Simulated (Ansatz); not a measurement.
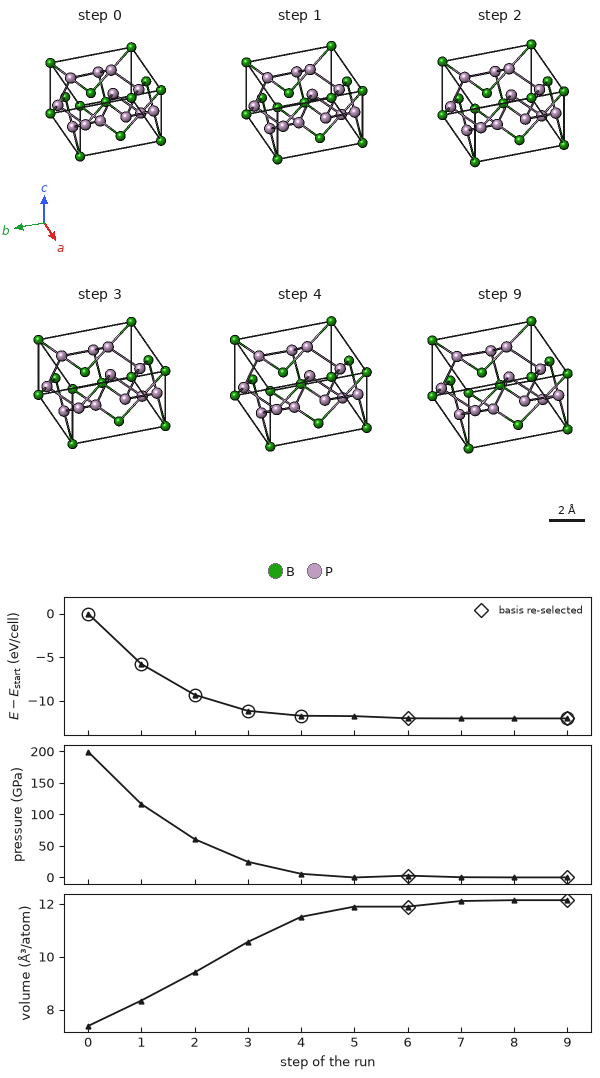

Frames of a relaxation of solid BP₂ (a generated structure, set up in I4_1/amd) (coarse preliminary run), marked on the history of the run. A ball-and-stick model of the conventional cell (2 times the calculation's cell), seen from a free direction. Lengths and directions refer to the drawn axes.

Method: Ansatz, DFT PBE, scalar-relativistic, plane waves, PAW.

Input
```yaml
crystal:
  lattice:
    - [-2.51885952, 2.51885952, 1.74416032]
    - [2.51885952, -2.51885952, 1.74416032]
    - [2.51885952, 2.51885952, -1.74416032]
  atoms:
    - { symbol: B, position: [0.0, 0.0, 0.0] }
    - { symbol: B, position: [0.75, 0.25, 0.5] }
    - { symbol: P, position: [0.375, 0.625, 0.75] }
    - { symbol: P, position: [0.375, 0.125, 0.75] }
    - { symbol: P, position: [0.375, 0.625, 0.25] }
    - { symbol: P, position: [0.875, 0.625, 0.25] }
basis:
  ecutwfc: 420
kpoints:
  mp_grid: { grid: [6, 6, 6] }
hamiltonian:
  xc: pbe
scf:
  occupations: { method: gaussian, width: 0.1 }
  lower_state_search: "off"
output:
  forces: true
  stress: true
  eigenvalues: true
relax:
  adjacent_minimum: "off"
  f_tol: 0.04
  max_steps: 70
  cell: { stress_tol: 0.4 }
```

Run as
```bash
ansatz run input.yaml --threads 1 --pin off --max-ram 2560MiB --backend cpu --events-out ev --progress --plain --runs-dir out
```

Q: What happens along the run?

A: No atom moves by more than 0.005 Å relative to the cell. Cell: a = b 5.038 → 6.163 Å (+22.3 %), c 3.488 → 3.836 Å (+10.0 %). Volume +64.6 %. Near-neighbour distances that change, for instance: P3–P6 2.519 → 3.082 Å, P3–P4 1.983 → 2.381 Å, B1–P3 2.518 → 2.850 Å, B1–P3 (another image) 1.816 → 2.108 Å. Among the angles between lasting bonds that change: P3–B2–P6 87.8° → 93.9°, B1–P5–P3 82.9° → 78.6°, B1–P5–P3 97.1° → 101.4°. The space group stays I4_1/amd (No. 141). The energy falls by 12.016 eV per cell of the calculation in 7 accepted moves (9 points after the start). All forces vanish by symmetry, so only the cell relaxes. Pressure: 199.77 GPa at the start and 0.01 GPa at the end. At 2 points the geometry stayed and the basis and grid were re-selected for the new cell (energy shift of 0.247 eV per cell of the calculation at most each time). From step 0 to 1: volume +13.1 %, energy −5.776 eV per cell of the calculation. From step 1 to 2: volume +12.8 %, energy −3.527 eV per cell of the calculation. From step 2 to 3: volume +12.3 %, energy −1.839 eV per cell of the calculation. From step 3 to 4: volume +9.0 %, energy −0.567 eV per cell of the calculation. From step 4 to 9: volume +5.5 %, energy −0.306 eV per cell of the calculation.
